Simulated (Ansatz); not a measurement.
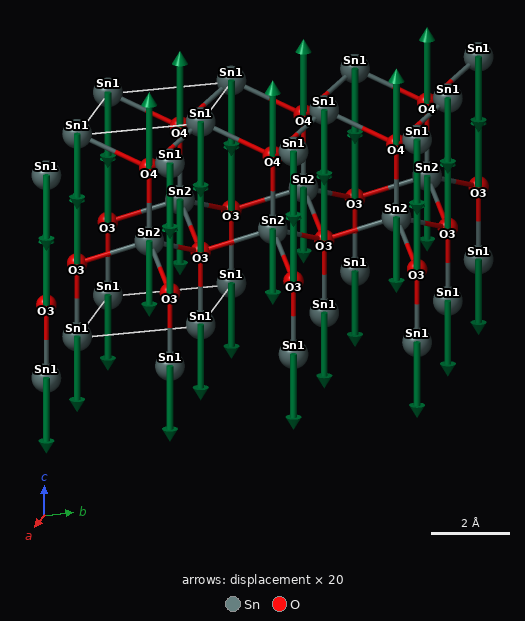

This is a relaxation of solid SnO (a generated structure, set up in P6_3mc) (coarse preliminary run). The starting structure is drawn; green arrows show the displacements (the part carried along by the change of the cell is left out), 20 times their true length.

A ball-and-stick model of the cell of the calculation, repeated 2 × 3 × 1 with one cell outlined, seen slightly off an axis.

Case: Co → Sn on all its sites, cell and atoms relaxed.

All numbers below come from DFT PBE, scalar-relativistic, plane waves, PAW (Ansatz 0.2.0). (plane-wave cutoff 420 eV; k-point mesh 6 × 6 × 4; occupations gaussian; smearing width 0.1 eV; no spin polarisation; cell and atoms relaxed; force threshold 0.05 eV/Å; at most 60 steps)

Describe the change and its energy.

The largest moves relative to the cell, 0.10 Å, are those of Sn1, Sn2, O3 and O4. Sn1 goes along −c. Largest moves by element: Sn 0.10 Å, O 0.10 Å. The drawn cell changes as follows: a = b 3.303 → 3.365 Å (+1.9 %), c 5.515 → 8.953 Å (+62.4 %); the volume changes by +68.6 %. Among the contacts that change: Sn1–O3 1.989 → 3.436 Å, Sn1–O4 2.056 → 2.204 Å. Bonds break: Sn1–O3 (1.99 → 3.44 Å), Sn2–O4 (1.99 → 3.44 Å). Among the angles between lasting bonds that change: Sn1–O4–Sn1 106.9° → 99.5°, O4–Sn1–O4 106.9° → 99.5°. The space group stays P6_3mc (No. 186). Over 20 accepted moves (24 points after the start) the energy falls by 5.039 eV per cell of the calculation. Largest force component: 0.006 eV/Å at the start, 0.0058 eV/Å at the end. The pressure goes from 68.45 to 0.10 GPa. At 4 points the geometry stayed and the basis and grid were re-selected for the new cell (energy shift of 0.436 eV per cell of the calculation at most each time). Cost: 75 s on 1 thread of Arm Neoverse V2 (shared host), peak memory 0.33 GiB.
